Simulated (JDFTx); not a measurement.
# BiS: geometry relaxation (part 2 of 2)

BiS (2 atoms in the cell); Kohn-Sham DFT of a periodic cell, PBE with D2, PseudoDojo-SR-PBE-0.5-standard + PseudoDojo-SR-PBE-0.4.1-standard, no spin polarisation (JDFTx 1.7.0 (patched build)); cutoff 897.98 eV, 7×7×7 k-mesh, fermi-dirac of 0.05 eV. The structure was made by swapping elements on the sites of another compound; it need not be a known phase.

Geometry of the input (Å; fractional positions):
```
4.0029  0.0000  0.0000
0.0000  4.0029  0.0000
0.0000  0.0000  4.0029
Bi 0.5000  0.5000  0.5000
S  0.0000  0.0000  0.0000
```

Output, continued
```
# Ionic positions in lattice coordinates:
ion Bi   0.500000000000000   0.500000000000000   0.500000000000000 1
ion S   0.000000000000000   0.000000000000000   0.000000000000000 1

# Forces in Cartesian coordinates:
force Bi   0.000000000000000  -0.000000000000000   0.000000000000000 1
force S   0.000000000000000   0.000000000000000   0.000000000000000 1

# Energy components:
   Eewald =      -66.3786107792412707
       EH =       15.6403163375902547
     Eloc =      -46.7516016502531073
      Enl =      -13.8525704186071810
     EvdW =       -0.0238685666116254
      Exc =      -24.8241036404397271
 Exc_core =       11.4525471849126159
       KE =       43.1169188686362190
-------------------------------------
     Etot =      -81.6209726640138058
       TS =        0.0006467156991019
-------------------------------------
        F =      -81.6216193797129108

LatticeMinimize: Iter:   2  F: -81.621619379712911  |grad|_K:  9.885e-03  alpha:  8.279e-01  linmin:  1.000e+00

#--- Lowdin population analysis ---
# oxidation-state Bi +0.528
# oxidation-state S -0.424

-------- Electronic minimization -----------
Will mix electronic density at each iteration.
	FillingsUpdate:  mu: +0.460281069  nElectrons: 21.000000
	FillingsUpdate:  mu: +0.416434859  nElectrons: 21.000000
SCF: Cycle:  0   F: -81.622737298387264   dF: -1.477e-03   |Residual|: 5.907e-03   |deigs|: 4.426e-04
	FillingsUpdate:  mu: +0.416650492  nElectrons: 21.000000
SCF: Cycle:  1   F: -81.622840399242193   dF: -1.031e-04   |Residual|: 1.773e-03   |deigs|: 1.595e-03
	FillingsUpdate:  mu: +0.416770104  nElectrons: 21.000000
SCF: Cycle:  2   F: -81.622844543416718   dF: -4.144e-06   |Residual|: 7.179e-04   |deigs|: 5.177e-04
	FillingsUpdate:  mu: +0.416831642  nElectrons: 21.000000
SCF: Cycle:  3   F: -81.622844911593290   dF: -3.682e-07   |Residual|: 2.396e-04   |deigs|: 1.648e-04
	FillingsUpdate:  mu: +0.416857361  nElectrons: 21.000000
SCF: Cycle:  4   F: -81.622844956141677   dF: -4.455e-08   |Residual|: 7.464e-05   |deigs|: 5.496e-05
	FillingsUpdate:  mu: +0.416859700  nElectrons: 21.000000
SCF: Cycle:  5   F: -81.622844965003367   dF: -8.862e-09   |Residual|: 2.162e-05   |deigs|: 2.065e-05
	FillingsUpdate:  mu: +0.416859389  nElectrons: 21.000000
SCF: Cycle:  6   F: -81.622844967787501   dF: -2.784e-09   |Residual|: 8.110e-06   |deigs|: 1.646e-05
	FillingsUpdate:  mu: +0.416859042  nElectrons: 21.000000
SCF: Cycle:  7   F: -81.622844968332444   dF: -5.449e-10   |Residual|: 1.408e-06   |deigs|: 1.776e-05
	FillingsUpdate:  mu: +0.416859202  nElectrons: 21.000000
SCF: Cycle:  8   F: -81.622844968533869   dF: -2.014e-10   |Residual|: 1.340e-06   |deigs|: 5.755e-05
SCF: Converged (|Delta E|<1.000000e-09 for 2 iters).

Setting wave functions to eigenvectors of Hamiltonian
# Lattice vectors:
R =
[      6.82009            0            0  ]
[            0      6.82009            0  ]
[            0            0      6.82009  ]
unit cell volume = 317.227

# Strain tensor in Cartesian coordinates:
[   -0.0984044            0            0  ]
[            0   -0.0984044            0  ]
[            0            0   -0.0984044  ]

# Stress tensor in Cartesian coordinates [Eh/a0^3]:
[   2.0658e-05            0            0  ]
[            0   2.0658e-05            0  ]
[            0            0   2.0658e-05  ]

# Ionic positions in lattice coordinates:
ion Bi   0.500000000000000   0.500000000000000   0.500000000000000 1
ion S   0.000000000000000   0.000000000000000   0.000000000000000 1

# Forces in Cartesian coordinates:
force Bi   0.000000000000000  -0.000000000000000  -0.000000000000000 1
force S  -0.000000000000000  -0.000000000000000   0.000000000000000 1

# Energy components:
   Eewald =      -64.8732574115001626
       EH =       16.3318627893148403
     Eloc =      -48.8918598980378221
      Enl =      -13.8643702028268372
     EvdW =       -0.0236852059441908
      Exc =      -24.7814955901641341
 Exc_core =       11.4525470028336436
       KE =       43.0279199932185321
-------------------------------------
     Etot =      -81.6223385231061229
       TS =        0.0005064454277423
-------------------------------------
        F =      -81.6228449685338688

LatticeMinimize: Iter:   3  F: -81.622844968533869  |grad|_K:  1.501e-03  alpha:  1.000e+00  linmin:  1.000e+00

#--- Lowdin population analysis ---
# oxidation-state Bi +0.532
# oxidation-state S -0.438

-------- Electronic minimization -----------
Will mix electronic density at each iteration.
	FillingsUpdate:  mu: +0.416859202  nElectrons: 21.000000
	FillingsUpdate:  mu: +0.422353327  nElectrons: 21.000000
SCF: Cycle:  0   F: -81.622874157338813   dF: -2.846e-05   |Residual|: 8.106e-04   |deigs|: 6.994e-05
	FillingsUpdate:  mu: +0.422324601  nElectrons: 21.000000
SCF: Cycle:  1   F: -81.622876086531932   dF: -1.929e-06   |Residual|: 2.496e-04   |deigs|: 2.183e-04
	FillingsUpdate:  mu: +0.422308550  nElectrons: 21.000000
[... 3 further cycles ...]
SCF: Cycle:  5   F: -81.622876206793194   dF: -4.101e-10   |Residual|: 1.785e-06   |deigs|: 2.749e-05
	FillingsUpdate:  mu: +0.422296909  nElectrons: 21.000000
SCF: Cycle:  6   F: -81.622876206884783   dF: -9.159e-11   |Residual|: 1.168e-06   |deigs|: 2.884e-05
SCF: Converged (|Delta E|<1.000000e-09 for 2 iters).

Setting wave functions to eigenvectors of Hamiltonian
# Lattice vectors:
R =
[      6.79991            0            0  ]
[            0      6.79991            0  ]
[            0            0      6.79991  ]
unit cell volume = 314.419

# Strain tensor in Cartesian coordinates:
[    -0.101073            0            0  ]
[            0    -0.101073            0  ]
[            0            0    -0.101073  ]

# Stress tensor in Cartesian coordinates [Eh/a0^3]:
[  1.43823e-06            0            0  ]
[            0  1.43823e-06            0  ]
[            0            0  1.43823e-06  ]

# Ionic positions in lattice coordinates:
ion Bi   0.500000000000000   0.500000000000000   0.500000000000000 1
ion S  -0.000000000000000  -0.000000000000000   0.000000000000000 1

# Forces in Cartesian coordinates:
force Bi   0.000000000000000   0.000000000000000   0.000000000000000 1
force S  -0.000000000000000  -0.000000000000000  -0.000000000000000 1

# Energy components:
   Eewald =      -65.0658424002593989
       EH =       16.2421562627801777
     Eloc =      -48.6165872766694207
      Enl =      -13.8628170686538024
     EvdW =       -0.0236893157843749
      Exc =      -24.7867955996936580
 Exc_core =       11.4525470881532954
       KE =       43.0386769665050295
-------------------------------------
     Etot =      -81.6223513436221424
       TS =        0.0005248632626354
-------------------------------------
        F =      -81.6228762068847828

LatticeMinimize: Iter:   4  F: -81.622876206884783  |grad|_K:  1.035e-04  alpha:  1.000e+00  linmin: -1.000e+00

#--- Lowdin population analysis ---
# oxidation-state Bi +0.532
# oxidation-state S -0.436

-------- Electronic minimization -----------
Will mix electronic density at each iteration.
	FillingsUpdate:  mu: +0.422296909  nElectrons: 21.000000
	FillingsUpdate:  mu: +0.422684826  nElectrons: 21.000000
SCF: Cycle:  0   F: -81.622876335297377   dF: -1.320e-07   |Residual|: 5.253e-05   |deigs|: 2.891e-05
	FillingsUpdate:  mu: +0.422682804  nElectrons: 21.000000
SCF: Cycle:  1   F: -81.622876353818867   dF: -1.852e-08   |Residual|: 1.851e-05   |deigs|: 3.064e-05
	FillingsUpdate:  mu: +0.422681664  nElectrons: 21.000000
SCF: Cycle:  2   F: -81.622876354882038   dF: -1.063e-09   |Residual|: 6.555e-06   |deigs|: 2.585e-05
	FillingsUpdate:  mu: +0.422681205  nElectrons: 21.000000
SCF: Cycle:  3   F: -81.622876355039338   dF: -1.573e-10   |Residual|: 3.083e-06   |deigs|: 2.489e-05
	FillingsUpdate:  mu: +0.422680892  nElectrons: 21.000000
SCF: Cycle:  4   F: -81.622876355064903   dF: -2.557e-11   |Residual|: 8.412e-07   |deigs|: 2.380e-05
SCF: Converged (|Delta E|<1.000000e-09 for 2 iters).

Setting wave functions to eigenvectors of Hamiltonian
# Lattice vectors:
R =
[      6.79849            0            0  ]
[            0      6.79849            0  ]
[            0            0      6.79849  ]
unit cell volume = 314.222

# Strain tensor in Cartesian coordinates:
[     -0.10126            0            0  ]
[            0     -0.10126            0  ]
[            0            0     -0.10126  ]

# Stress tensor in Cartesian coordinates [Eh/a0^3]:
[  7.55992e-08            0            0  ]
[            0  7.55992e-08            0  ]
[            0            0  7.55992e-08  ]

# Ionic positions in lattice coordinates:
ion Bi   0.500000000000000   0.500000000000000   0.500000000000000 1
ion S  -0.000000000000000  -0.000000000000000   0.000000000000000 1

# Forces in Cartesian coordinates:
force Bi  -0.000000000000000  -0.000000000000000  -0.000000000000000 1
force S   0.000000000000000  -0.000000000000000   0.000000000000000 1

# Energy components:
   Eewald =      -65.0793957670519205
       EH =       16.2358594989449863
     Eloc =      -48.5972368086015365
      Enl =      -13.8627091724799190
     EvdW =       -0.0236898032686320
      Exc =      -24.7871713616985438
 Exc_core =       11.4525470952975628
       KE =       43.0394461510529212
-------------------------------------
     Etot =      -81.6223501678050809
       TS =        0.0005261872598164
-------------------------------------
        F =      -81.6228763550649035

LatticeMinimize: Iter:   5  F: -81.622876355064903  |grad|_K:  5.439e-06  alpha:  1.000e+00  linmin: -1.000e+00

#--- Lowdin population analysis ---
# oxidation-state Bi +0.532
# oxidation-state S -0.436

-------- Electronic minimization -----------
Will mix electronic density at each iteration.
	FillingsUpdate:  mu: +0.422680892  nElectrons: 21.000000
	FillingsUpdate:  mu: +0.422700975  nElectrons: 21.000000
SCF: Cycle:  0   F: -81.622876355035402   dF: -5.272e-11   |Residual|: 1.241e-06   |deigs|: 2.154e-05
	FillingsUpdate:  mu: +0.422700909  nElectrons: 21.000000
SCF: Cycle:  1   F: -81.622876355399612   dF: -3.642e-10   |Residual|: 1.824e-06   |deigs|: 3.968e-05
SCF: Converged (|Delta E|<1.000000e-09 for 2 iters).

Setting wave functions to eigenvectors of Hamiltonian
# Lattice vectors:
R =
[      6.79842            0            0  ]
[            0      6.79842            0  ]
[            0            0      6.79842  ]
unit cell volume = 314.212

# Strain tensor in Cartesian coordinates:
[     -0.10127            0            0  ]
[            0     -0.10127            0  ]
[            0            0     -0.10127  ]

# Stress tensor in Cartesian coordinates [Eh/a0^3]:
[   -5.254e-08            0            0  ]
[            0   -5.254e-08            0  ]
[            0            0   -5.254e-08  ]

# Ionic positions in lattice coordinates:
ion Bi   0.500000000000000   0.500000000000000   0.500000000000000 1
ion S  -0.000000000000000  -0.000000000000000   0.000000000000000 1

# Forces in Cartesian coordinates:
force Bi   0.000000000000000   0.000000000000000   0.000000000000000 1
force S   0.000000000000000  -0.000000000000000  -0.000000000000000 1

# Energy components:
   Eewald =      -65.0800974259940261
       EH =       16.2355230801809363
     Eloc =      -48.5962211650584592
      Enl =      -13.8627006436211886
     EvdW =       -0.0236898292256721
      Exc =      -24.7871892550830957
 Exc_core =       11.4525470956533457
       KE =       43.0394780442870726
-------------------------------------
     Etot =      -81.6223500988610908
       TS =        0.0005262565385225
-------------------------------------
        F =      -81.6228763553996117

LatticeMinimize: Iter:   6  F: -81.622876355399612  |grad|_K:  3.780e-06  alpha:  1.000e+00  linmin:  1.000e+00
LatticeMinimize: Converged (|Delta F|<1.000000e-06 for 2 iters).

#--- Lowdin population analysis ---
# oxidation-state Bi +0.532
# oxidation-state S -0.436

Dumping 'run.eigStats' ...
	eMin: -0.452510 at state 0 ( [ +0.000000 +0.000000 +0.000000 ] spin 0 )
	HOMO: +0.421912 at state 7 ( [ +0.000000 +0.285714 +0.285714 ] spin 0 )
	mu  : +0.422701
	LUMO: +0.423933 at state 14 ( [ +0.142857 +0.285714 +0.428571 ] spin 0 )
	eMax: +0.983006 at state 19 ( [ +0.428571 +0.428571 +0.428571 ] spin 0 )
	HOMO-LUMO gap: +0.002021
	Optical gap  : +0.031446 at state 18 ( [ +0.285714 +0.428571 +0.428571 ] spin 0 )
Done!
```

Trajectory as extended XYZ (Å, eV, eV/Å), 7 frames, from step=0 to step=6
```
2
Lattice="4.0029 0.0000 0.0000 0.0000 4.0029 0.0000 0.0000 0.0000 4.0029" Properties=species:S:1:pos:R:3:forces:R:3 step=0 energy=-2220.28035
Bi    2.0015    2.0015    2.0015    0.0000   0.0000   0.0000
S     0.0000    0.0000    0.0000    0.0000   0.0000   0.0000
2
Lattice="3.9236 0.0000 0.0000 0.0000 3.9236 0.0000 0.0000 0.0000 3.9236" Properties=species:S:1:pos:R:3:forces:R:3 step=1 energy=-2220.52852
Bi    1.9618    1.9618    1.9618    0.0000   0.0000   0.0000
S     0.0000    0.0000    0.0000    0.0000   0.0000   0.0000
2
Lattice="3.5272 0.0000 0.0000 0.0000 3.5272 0.0000 0.0000 0.0000 3.5272" Properties=species:S:1:pos:R:3:forces:R:3 step=2 energy=-2221.03741
Bi    1.7636    1.7636    1.7636    0.0000   0.0000   0.0000
S     0.0000    0.0000    0.0000    0.0000   0.0000   0.0000
2
Lattice="3.6090 0.0000 0.0000 0.0000 3.6090 0.0000 0.0000 0.0000 3.6090" Properties=species:S:1:pos:R:3:forces:R:3 step=3 energy=-2221.07076
Bi    1.8045    1.8045    1.8045    0.0000   0.0000   0.0000
S     0.0000    0.0000    0.0000    0.0000   0.0000   0.0000
2
Lattice="3.5984 0.0000 0.0000 0.0000 3.5984 0.0000 0.0000 0.0000 3.5984" Properties=species:S:1:pos:R:3:forces:R:3 step=4 energy=-2221.07161
Bi    1.7992    1.7992    1.7992    0.0000   0.0000   0.0000
S     0.0000    0.0000    0.0000    0.0000   0.0000   0.0000
2
Lattice="3.5976 0.0000 0.0000 0.0000 3.5976 0.0000 0.0000 0.0000 3.5976" Properties=species:S:1:pos:R:3:forces:R:3 step=5 energy=-2221.07162
Bi    1.7988    1.7988    1.7988    0.0000   0.0000   0.0000
S     0.0000    0.0000    0.0000    0.0000   0.0000   0.0000
2
Lattice="3.5976 0.0000 0.0000 0.0000 3.5976 0.0000 0.0000 0.0000 3.5976" Properties=species:S:1:pos:R:3:forces:R:3 step=6 energy=-2221.07162
Bi    1.7988    1.7988    1.7988    0.0000   0.0000   0.0000
S     0.0000    0.0000    0.0000    0.0000   0.0000   0.0000
```

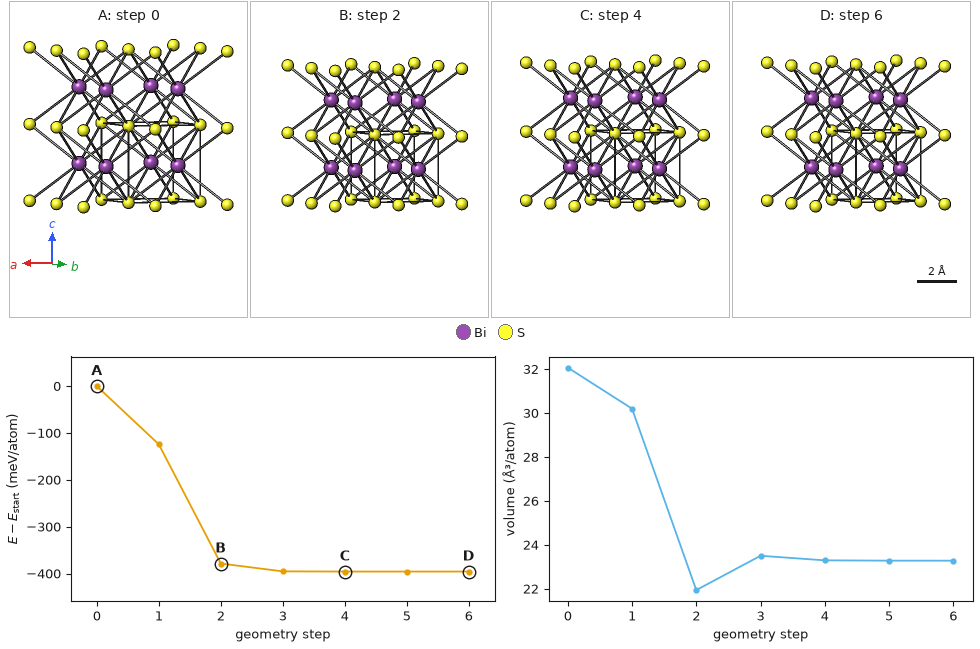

Fig. 1: Frames of the relaxation (ball-and-stick view of the cell of the calculation, repeated 2 × 2 × 2, seen at an oblique angle) above the curves, on which the letters mark them (steps are counted from 0).

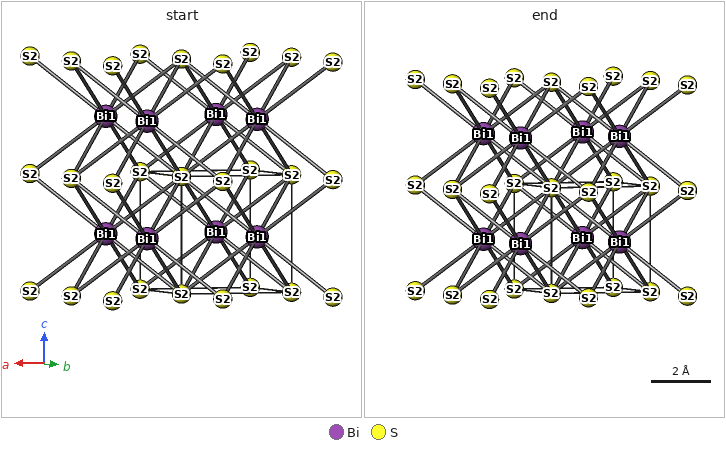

Fig. 2: Before (left) and after (right) the relaxation, at one scale (ball-and-stick view of the cell of the calculation, repeated 2 × 2 × 2, seen at an oblique angle). No atom moves by more than 0.005 Å relative to the cell. The volume changes by −27.4 %, with a = b = c 4.003 → 3.598 Å (−10.1 %). Among the contacts that change: Bi1–S2 3.467 → 3.116 Å. The space group stays Pm-3m (No. 221). The energy falls by 396 meV per atom in 6 geometry steps. All forces vanish by symmetry, so only the cell relaxes. (Atoms are counted from 1 in the order of the input.)

Results in brief

- outcome: converged
- space group (tolerance 0.01 Å): Pm-3m (221)
- electrons treated: 21
- free energy: −2221.0716 eV
- Fermi energy: 11.502 eV
- gap on the k-point mesh: none (metallic)
- pressure: 0.00 GPa
- final volume: 46.56 Å³
- largest force (length of the vector) at the end: under 0.001 eV/Å
- final cell: a = 3.598 Å, b = 3.598 Å, c = 3.598 Å, α = 90.00°, β = 90.00°, γ = 90.00°
- hardware: 1 thread of Arm Neoverse V2, 24 GiB of memory available, shared host
- wall time: 3.3 min
- peak memory: 0.12 GiB

Spin–orbit coupling is left out, which matters for Bi. The cell holds an odd number of electrons but the run has no spin polarisation, so a band is left half filled.
